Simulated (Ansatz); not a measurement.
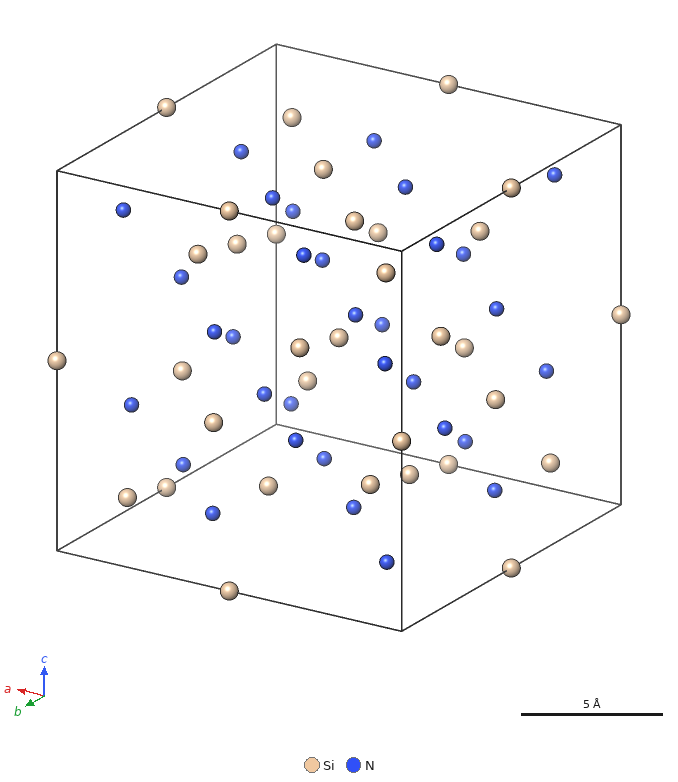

*The input geometry (ball-and-stick view of the cell 4 times as large as that of the calculation, set on its symmetry axes, seen at an oblique angle).*

## Field-gradient calculation, with input and output: Si$_{3}$N$_{4}$

System: Si$_{3}$N$_{4}$ (14 atoms in the cell).
Method: DFT, PBE, plane waves, PAW, no spin polarisation (Ansatz 0.2.0).

Some settings of this run were made unusual or wrong on purpose.

**What the program printed**
```
Engine: ansatz 0.2.0, aarch64-unknown-linux-gnu
Pseudopotentials: kind: paw
Pseudopotential: Si, paw, valence charge 4, recommended cutoff 420 eV (normal), Si.paw.azcp
Pseudopotential: N, paw, valence charge 5, recommended cutoff 420 eV (normal), N.paw.azcp
Functional definition: PBE
  parameter kappa = 0.804
  parameter beta = 0.06672455060314922
  exchange = pbe_x(kappa = kappa, mu = beta*pi^2/3)
  correlation = pbe_c(beta = beta)
Crystal: 14 atoms, lattice volume = 763.179 Å³
Basis set: ecut = 420 eV, 15009 PW (Γ), exchange–correlation on 144×144×144 points (8 copies of the dense FFT grid, shifted against one another)
Bands: 46, of which v1, the nominal top of the filled ones, is band 32 counted from 1 (31 counted from 0)
Symmetry: 48 space group operations
Space group: Fd-3m (ITA 227), of the structure as read, at distance tolerance 9.1e-5 Å
k-points: 16 of 216
Non-local potential: Si, projectors of the file, l = 0: 2, l = 1: 2, l = 2: 2
Non-local potential: N, projectors of the file, l = 0: 2, l = 1: 2, l = 2: 1
PAW form: soft (Blöchl's): semilocal exchange-correlation on the pseudo side does not see the compensation charge
PAW one-centre angular grid: Si, 110 points (default); XC on 64 Gauss nodes
PAW one-centre angular grid: N, 110 points (default); XC on 64 Gauss nodes
Initial density: superposition of atomic densities (neutral atoms: chi_scale 0, normalization atom), corrected by the library's trained network
Initial wavefunctions: pseudopotential atomic-orbital guess
Functional: x = pbe(κ = 0.804, μ = 0.2195149727645171), c = pbe(β = 0.06672455060314922)
SCF iter   1: F=—  HF=-6815.803141 eV  |F-HF|=—  |Δ(HF+E_count)|=         —  Δρ=1.16e-2  dr2=2.50e0  ethr=1.77e-3  ⟨swp⟩=8.2  Hψ=3225  notcnv=0  defer=1
preconditioner: auto → LDOS  [metal: Δε(μ)=0.004 eV  Ē_g=4.888 eV  σ=0.020 eV  W_gap=0.05  n_scr=64 (ndim 8)  ℏωp=10.8 eV  f_vac=0.202  D(μ)=57.15/eV (n_scr^D=644)  β→1.0]
SCF iter   2: F=—  HF=-6815.667961 eV  |F-HF|=—  |Δ(HF+E_count)|=   1.35e-1  Δρ=7.75e-3  dr2=6.91e-1  ethr=1.77e-3  ⟨swp⟩=5.1  Hψ=1227  notcnv=0  defer=26
SCF iter   3: F=—  HF=-6815.647508 eV  |F-HF|=—  |Δ(HF+E_count)|=   2.05e-2  Δρ=1.70e-3  dr2=2.43e-2  ethr=1.08e-3  ⟨swp⟩=4.4  Hψ=1278  notcnv=0  defer=26
SCF iter   4: F=—  HF=-6815.647180 eV  |F-HF|=—  |Δ(HF+E_count)|=   3.28e-4  Δρ=3.41e-4  dr2=9.67e-4  ethr=3.79e-5  ⟨swp⟩=3.7  Hψ=1052  notcnv=0  defer=32
SCF iter   5: F=—  HF=-6815.648557 eV  |F-HF|=—  |Δ(HF+E_count)|=   1.38e-3  Δρ=1.82e-4  dr2=6.64e-4  ethr=1.51e-6  ⟨swp⟩=3.2  Hψ=1212  notcnv=0  defer=30
SCF iter   6: F=—  HF=-6815.648552 eV  |F-HF|=—  |Δ(HF+E_count)|=   5.10e-6  Δρ=1.78e-5  dr2=3.78e-6  ethr=1.04e-6  ⟨swp⟩=2.0  Hψ=887  notcnv=0  defer=30
SCF iter   7: F=—  HF=-6815.648457 eV  |F-HF|=—  |Δ(HF+E_count)|=   9.54e-5  Δρ=1.87e-5  dr2=5.66e-6  ethr=5.90e-9  ⟨swp⟩=3.6  Hψ=1514  notcnv=0  defer=30
SCF iter   8: F=—  HF=-6815.648456 eV  |F-HF|=—  |Δ(HF+E_count)|=   3.01e-7  Δρ=4.58e-6  dr2=3.87e-7  ethr=5.90e-9  ⟨swp⟩=2.0  Hψ=883  notcnv=0  defer=30
SCF iter   9: F=-6815.648456 eV  HF=-6815.648456 eV  |F-HF|=6.83e-9  |Δ(HF+E_count)|=   2.43e-8  Δρ=8.16e-7  dr2=9.14e-9  ethr=1.56e-10  ⟨swp⟩=13.8  Hψ=3307  notcnv=0
SCF 1 converged in 9 iterations: F = -6815.648456 eV  dr2 = 9.14e-9
  greatest PAW one-centre occupation: 0.844 electrons in one spin orbital (limit 2), on the N atom at site 13 (counted from 0), in its partial waves of l = 0
```

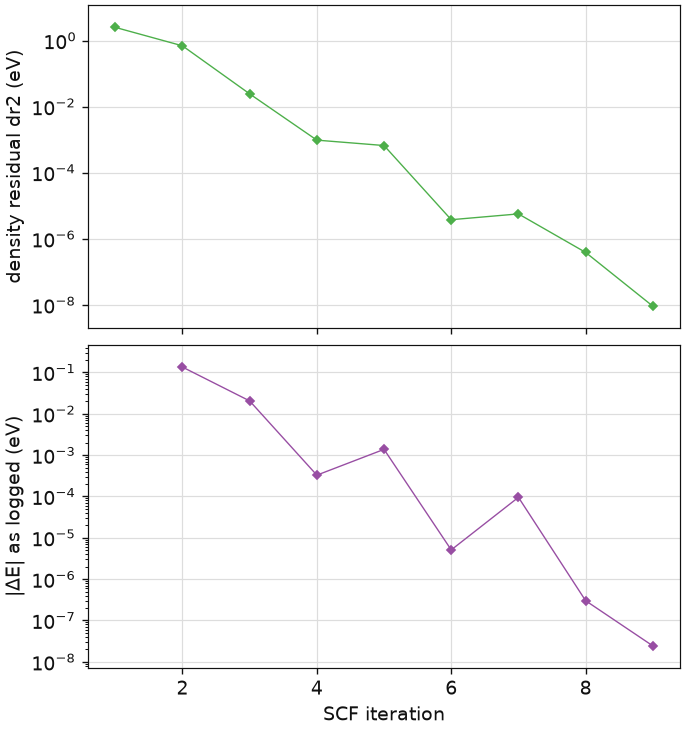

*Convergence of the self-consistent field: density residual dr2 and size of the energy change against the SCF iteration.*

The residual falls almost steadily, with no more than small rises.

```
SCF converged after 9 iterations
Free energy (F): -6815.648456 eV
Harris-Foulkes:  -6815.648456 eV  (|F-HF|=6.83e-9)
Internal energy: -6815.554314 eV  (E = F + TS)
E sigma→0 (E₀):  -6815.601385 eV
Entropy (-TS):   -0.094143 eV (-6.724 meV/atom)
Fermi energy:    -2.783345 eV
--- Per-component energies (eV) ---
  E_band       = -447.697573
  E_kinetic    = 1104.371735
  E_local      = -3087.022684  (includes V_loc(G=0)·N_el)
  E_nonlocal   = 532.661723
  E_hartree    = 962.426963
  E_xc         = -733.876380
  E_vxc        = -783.346730  (∫ρ·V_xc dr)
  E_paw        = -4068.397220  (= ΣΔE_a)
  E_vpaw       = -139.212197  (= ΣTr[D̂ρ^β])
  E_aug_tail   = 0.000666  (compensation charges beyond the density's cutoff)
  E_ewald      = -1525.719115
  E_smearing   = -0.094143  (= −TS)
  E_closure    = -0.000000  (closes the sum)
  Σ components = -6815.648456   (vs F -6815.648456, Δ=0.00e0)
--- Forces (eV/Å), atoms counted from 1 ---
  atom   1  Si     0.00000000    -0.00000000    -0.00000000
  atom   2  Si     0.00000000     0.00000000     0.00000000
  atom   3  Si     0.00000000     0.00000000     0.00000000
  atom   4  Si     0.00000000     0.00000000    -0.00000000
  atom   5  Si     0.00000000     0.00000000     0.00000000
  atom   6  Si     0.00000000    -0.00000000     0.00000000
  atom   7  N      0.05546371     0.05546371     0.05546371
  atom   8  N     -0.05546371     0.05546371     0.05546371
  atom   9  N     -0.05546371    -0.05546371     0.05546371
  atom  10  N      0.05546371    -0.05546371     0.05546371
  atom  11  N      0.05546371    -0.05546371    -0.05546371
  atom  12  N     -0.05546371    -0.05546371    -0.05546371
  atom  13  N     -0.05546371     0.05546371    -0.05546371
  atom  14  N      0.05546371     0.05546371    -0.05546371
  max |Σ_I F_I| component: 4.16e-17 eV/Å
--- Stress (GPa, compression-positive) ---
       -6.454164      -0.000000       0.000000
       -0.000000      -6.454164      -0.000000
        0.000000       0.000000      -6.454164
  P = ⅓ Tr σ = -6.4542 GPa (-64.542 kbar)
--- PAW observables at the nuclei: V_zz in 10²¹ V/m², potentials from the cell's mean, atoms counted from 1 ---
  atom   1  Si V_zz =    -0.247555   η = 0.0000   by run symmetry: allowed
            electrostatic potential = -1345.549019 V   contact ρ = 12833.660951 e/Å³
  atom   2  Si V_zz =    -0.247555   η = 0.0000   by run symmetry: allowed
            electrostatic potential = -1345.549019 V   contact ρ = 12833.660951 e/Å³
  atom   3  Si V_zz =    -0.247555   η = 0.0000   by run symmetry: allowed
            electrostatic potential = -1345.549019 V   contact ρ = 12833.660951 e/Å³
  atom   4  Si V_zz =    -0.247555   η = 0.0000   by run symmetry: allowed
            electrostatic potential = -1345.549019 V   contact ρ = 12833.660951 e/Å³
  atom   5  Si V_zz =    +0.000000   η = 0.0000   by run symmetry: forbidden
            electrostatic potential = -1345.599467 V   contact ρ = 12833.380661 e/Å³
  atom   6  Si V_zz =    +0.000000   η = 0.0000   by run symmetry: forbidden
            electrostatic potential = -1345.599467 V   contact ρ = 12833.380661 e/Å³
  atom   7  N  V_zz =    -1.042780   η = 0.0000   by run symmetry: allowed   C_q = -0.5154 MHz
            electrostatic potential = -502.785043 V   contact ρ = 1424.957350 e/Å³
  atom   8  N  V_zz =    -1.042780   η = 0.0000   by run symmetry: allowed   C_q = -0.5154 MHz
            electrostatic potential = -502.785043 V   contact ρ = 1424.957350 e/Å³
  atom   9  N  V_zz =    -1.042780   η = 0.0000   by run symmetry: allowed   C_q = -0.5154 MHz
            electrostatic potential = -502.785043 V   contact ρ = 1424.957350 e/Å³
  atom  10  N  V_zz =    -1.042780   η = 0.0000   by run symmetry: allowed   C_q = -0.5154 MHz
            electrostatic potential = -502.785043 V   contact ρ = 1424.957350 e/Å³
  atom  11  N  V_zz =    -1.042780   η = 0.0000   by run symmetry: allowed   C_q = -0.5154 MHz
            electrostatic potential = -502.785043 V   contact ρ = 1424.957350 e/Å³
  atom  12  N  V_zz =    -1.042780   η = 0.0000   by run symmetry: allowed   C_q = -0.5154 MHz
            electrostatic potential = -502.785043 V   contact ρ = 1424.957350 e/Å³
  atom  13  N  V_zz =    -1.042780   η = 0.0000   by run symmetry: allowed   C_q = -0.5154 MHz
            electrostatic potential = -502.785043 V   contact ρ = 1424.957350 e/Å³
  atom  14  N  V_zz =    -1.042780   η = 0.0000   by run symmetry: allowed   C_q = -0.5154 MHz
            electrostatic potential = -502.785043 V   contact ρ = 1424.957350 e/Å³
--- Band table (eV; the first three rows and the last of 16) ---
  k-point 0: bands = ["-14.1350", "-14.1026", "-14.0902", "-14.0902", "-14.0902", "-14.0844", "-14.0844", "-14.0844", "-9.1485", "-9.0577", "-9.0569", "-9.0569", "-9.0569", "-9.0208", "-3.4911", "-3.4865", "-3.4865", "-3.3844", "-3.3844", "-3.3844", "-3.2245", "-3.2245", "-3.2245", "-3.0820", "-3.0820", "-3.0820", "-2.8881", "-2.8881", "-2.8881", "-2.7704", "-2.7704", "-2.7704", "-2.7553", "-2.7553", "-2.7331", "-2.7331", "-2.7331", "-2.6877", "-2.0436", "-2.0436", "-2.0436", "-1.3710", "-1.3680", "-1.3680", "-1.3680", "-1.3499"]
  k-point 1: bands = ["-14.1324", "-14.1026", "-14.0921", "-14.0899", "-14.0899", "-14.0852", "-14.0848", "-14.0848", "-9.1415", "-9.0637", "-9.0568", "-9.0568", "-9.0538", "-9.0249", "-3.5275", "-3.4715", "-3.4715", "-3.3995", "-3.3817", "-3.3817", "-3.2417", "-3.2417", "-3.1474", "-3.0778", "-3.0584", "-3.0584", "-2.9041", "-2.9041", "-2.8992", "-2.7924", "-2.7924", "-2.7647", "-2.7647", "-2.7584", "-2.7438", "-2.7438", "-2.7386", "-2.6999", "-2.0122", "-1.9828", "-1.9828", "-1.5029", "-1.4165", "-1.4165", "-1.4123", "-1.3482"]
  k-point 2: bands = ["-14.1254", "-14.1056", "-14.0938", "-14.0889", "-14.0889", "-14.0877", "-14.0858", "-14.0858", "-9.1227", "-9.0765", "-9.0566", "-9.0566", "-9.0520", "-9.0328", "-3.5827", "-3.4495", "-3.4495", "-3.4055", "-3.3627", "-3.3627", "-3.2516", "-3.2516", "-3.0691", "-3.0563", "-3.0563", "-3.0342", "-2.9421", "-2.9421", "-2.9254", "-2.8576", "-2.8576", "-2.7558", "-2.7558", "-2.7503", "-2.7494", "-2.7362", "-2.7362", "-2.6966", "-1.9443", "-1.8694", "-1.8694", "-1.6121", "-1.5219", "-1.4948", "-1.4948", "-1.3170"]
  k-point 15: bands = ["-14.1094", "-14.1094", "-14.0992", "-14.0992", "-14.0880", "-14.0880", "-14.0844", "-14.0844", "-9.0830", "-9.0830", "-9.0694", "-9.0694", "-9.0460", "-9.0460", "-3.5610", "-3.5610", "-3.3581", "-3.3581", "-3.3094", "-3.3094", "-3.2412", "-3.2412", "-3.1812", "-3.1812", "-3.0390", "-3.0390", "-2.9688", "-2.9688", "-2.9343", "-2.9343", "-2.8141", "-2.8141", "-2.7472", "-2.7472", "-2.7030", "-2.7030", "-2.6743", "-2.6743", "-1.8372", "-1.8372", "-1.7135", "-1.7135", "-1.5989", "-1.5989", "-1.4069", "-1.4069"]
--- Löwdin populations: 14 sites ---
  site symbol       q [e]
     0     Si      3.5096
     1     Si      3.5096
     2     Si      3.5096
     3     Si      3.5096
     4     Si      3.4685
     5     Si      3.4685
     6      N      5.3605
     7      N      5.3605
     8      N      5.3605
     9      N      5.3605
    10      N      5.3605
    11      N      5.3605
    12      N      5.3605
    13      N      5.3605
  spilling = 0.002198 (of n_electrons = 64.000000)
```

**File populations.tsv**
```
# site	symbol	l	j	q
# orbitals = lowdin
# n_electrons = 64.000000
# spilling = 0.002198
0	Si	0_3S	-	1.978686
0	Si	1_3P	-	1.530899
1	Si	0_3S	-	1.978686
1	Si	1_3P	-	1.530899
2	Si	0_3S	-	1.978686
2	Si	1_3P	-	1.530899
3	Si	0_3S	-	1.978686
3	Si	1_3P	-	1.530899
4	Si	0_3S	-	1.974876
4	Si	1_3P	-	1.493583
5	Si	0_3S	-	1.974876
5	Si	1_3P	-	1.493583
6	N	0_2S	-	1.976040
6	N	1_2P	-	3.384472
7	N	0_2S	-	1.976040
7	N	1_2P	-	3.384472
8	N	0_2S	-	1.976040
8	N	1_2P	-	3.384472
9	N	0_2S	-	1.976040
9	N	1_2P	-	3.384472
10	N	0_2S	-	1.976040
10	N	1_2P	-	3.384472
11	N	0_2S	-	1.976040
11	N	1_2P	-	3.384472
12	N	0_2S	-	1.976040
12	N	1_2P	-	3.384472
13	N	0_2S	-	1.976040
13	N	1_2P	-	3.384472
```

This output came from the following input.

**The input**
```yaml
crystal:
  lattice:
    - [0.0, 7.2532412, 7.2532412]
    - [7.2532412, 0.0, 7.2532412]
    - [7.2532412, 7.2532412, 0.0]
  atoms:
    - { symbol: Si, position: [0.125, 0.125, 0.125] }
    - { symbol: Si, position: [0.625, 0.125, 0.125] }
    - { symbol: Si, position: [0.125, 0.125, 0.625] }
    - { symbol: Si, position: [0.125, 0.625, 0.125] }
    - { symbol: Si, position: [0.5, 0.5, 0.5] }
    - { symbol: Si, position: [0.75, 0.75, 0.75] }
    - { symbol: "N", position: [0.8822201174, 0.8822201174, 0.8822201174] }
    - { symbol: "N", position: [0.8966603523, 0.3677798826, 0.3677798826] }
    - { symbol: "N", position: [0.8822201174, 0.8822201174, 0.3533396477] }
    - { symbol: "N", position: [0.3677798826, 0.8966603523, 0.3677798826] }
    - { symbol: "N", position: [0.3533396477, 0.8822201174, 0.8822201174] }
    - { symbol: "N", position: [0.3677798826, 0.3677798826, 0.3677798826] }
    - { symbol: "N", position: [0.8822201174, 0.3533396477, 0.8822201174] }
    - { symbol: "N", position: [0.3677798826, 0.3677798826, 0.8966603523] }
kpoints:
  mp_grid: { grid: [6, 6, 6] }
scf:
  occupations: { method: fermi_dirac, width: 0.02 }
  max_iter: 100
hamiltonian:
  xc: pbe
  pseudopotentials: { kind: paw }
output:
  forces: true
  stress: true
  populations: true
  efg:
    quadrupole_moments_barn: { "N": 0.02044 }
    contact_densities: true
```

Run as:
```bash
ansatz run input.yaml --threads 1 --pin off --max-ram 2560MiB --backend cpu --events-out ev --progress --plain --runs-dir out
```

**Outcome**

| quantity | value |
| --- | --- |
| outcome | converged |
| space group (tolerance 0.01 Å) | Fd-3m (227) |
| electrons treated | 64 |
| free energy | −6815.6485 eV |
| Fermi energy | −2.783 eV |
| pressure | −6.45 GPa |
| field gradient V_zz (10²¹ V/m²) | Si −0.25, Si −0.25, Si −0.25, Si −0.25, Si 0.0000, Si 0.0000, N −1.04, N −1.04 (the first 8 of 14 sites) |
| largest force (length of the vector) | 0.096 eV/Å |
| hardware | 1 thread of an Arm (aarch64) CPU, shared host |
| wall time | 69 s |
| peak memory | 1 GiB |

**Diagnosis**

A setting was made wrong on purpose: a lattice typed in bohr (`crystal.lattice`). Numbers in bohr are read as ångström, so the cell is 1.89 times too large and the atoms hardly bond. The program still converged, but the numbers can't be taken as results for the intended system.
